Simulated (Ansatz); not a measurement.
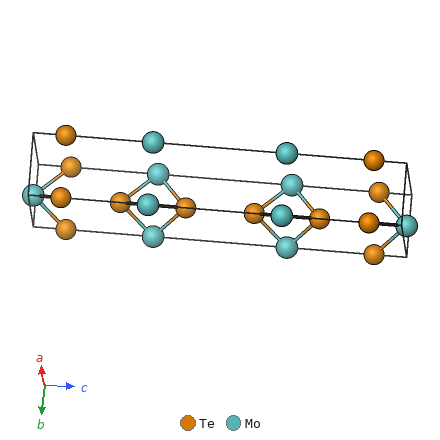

The system is Te₂Mo (P-6m2 phase) with one H guest (10 atoms in the cell); the picture shows it without the atoms that are moved over the map. A guest moved over a lattice plane through the rigid host; the plane is (1 0 1) of the conventional cell, half-way across the widest gap between atomic layers, origin above Mo9. Places are given modulo a cell vector. The map is drawn in real space over the plane of the scan. Nothing is relaxed (host rigid, guest held in the plane). The grid has 12 × 12 points; 61 points were computed and 52 follow by symmetry. At 31 points there is no value (left out of the scan, as a rule where atoms come close). Energies are in eV per cell, from the lowest grid point. All numbers below come from DFT PBEsol+D3(BJ), scalar-relativistic, plane waves, PAW (Ansatz). Settings: cutoff 420 eV, k-mesh 9×9×2, gaussian smearing 0.05 eV, no spin polarisation.

Range: place of H10 along a1 from 0.000 to 0.917; place of H10 along a2 from 0.000 to 0.917.

### What will the energy surface look like?

The lowest grid point is at (8/12, 8/12) of the cell vectors [nearest 2 Mo at 1.85 Å]. Relaxing all atoms from the lowest point lowers the energy by a further 0.33 eV. The highest grid point, (1/12, 5/12) of the cell vectors [nearest 1 Te at 1.09 Å], lies 8.72 eV above the lowest.

| place of H10 along a2 ↓, place of H10 along a1 → | 0/12 | 1/12 | 2/12 | 3/12 | 4/12 | 5/12 | 6/12 | 7/12 | 8/12 | 9/12 | 10/12 | 11/12 |
| --- | --- | --- | --- | --- | --- | --- | --- | --- | --- | --- | --- | --- |
| 11/12 | – | 1.31 | 2.88 | – | 1.72 | – | 0.67 | 1.88 | – | 3.49 | 0.86 | 2.30 |
| 10/12 | – | 1.53 | 2.54 | – | 1.43 | – | 0.62 | 2.21 | 1.57 | 2.10 | 0.71 | 1.89 |
| 9/12 | – | 2.24 | 1.82 | – | 1.72 | – | 0.61 | 2.53 | 0.22 | 1.62 | 0.64 | 1.69 |
| 8/12 | 3.39 | 3.87 | 1.20 | – | 3.73 | – | 0.62 | 2.53 | 0.00 | 1.58 | 0.62 | 1.74 |
| 7/12 | 0.65 | 6.47 | 0.91 | 7.23 | – | 6.20 | 0.67 | 2.21 | 0.22 | 1.58 | 0.61 | 1.82 |
| 6/12 | 0.23 | 8.72 | 0.86 | 2.93 | – | 2.98 | 0.75 | 1.88 | 1.57 | 1.62 | 0.62 | 1.82 |
| 5/12 | 0.65 | 8.72 | 0.87 | 1.78 | – | 1.79 | 0.87 | 1.71 | – | 2.10 | 0.64 | 1.74 |
| 4/12 | 3.39 | 6.47 | 0.86 | 1.78 | – | 1.54 | 0.98 | 1.72 | – | 3.49 | 0.71 | 1.69 |
| 3/12 | – | 3.87 | 0.91 | 2.93 | – | 1.54 | 1.02 | 1.77 | – | 5.73 | 0.86 | 1.89 |
| 2/12 | – | 2.24 | 1.20 | 7.23 | – | 1.79 | 0.98 | 1.77 | – | 7.63 | 1.03 | 2.30 |
| 1/12 | – | 1.53 | 1.82 | – | – | 2.98 | 0.87 | 1.72 | – | 7.63 | 1.12 | 2.67 |
| 0/12 | – | 1.31 | 2.54 | – | 3.73 | 6.20 | 0.75 | 1.71 | – | 5.73 | 1.03 | 2.67 |

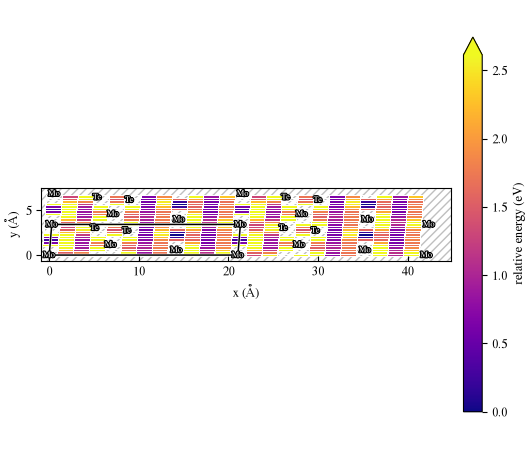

Drawn: one coloured cell a grid point, labelled circles for the fixed atoms within 1 Å of the plane, the outline of one cell of the 2 × 2 shown, one colour for all values above the top of the scale, hatched blanks where no value was computed.

Time for the 61 points that were run: 17 min on 4 threads of AMD EPYC 9R45 96-Core Processor (Zen 5) (shared host).

PAW datasets: the set soft_1.
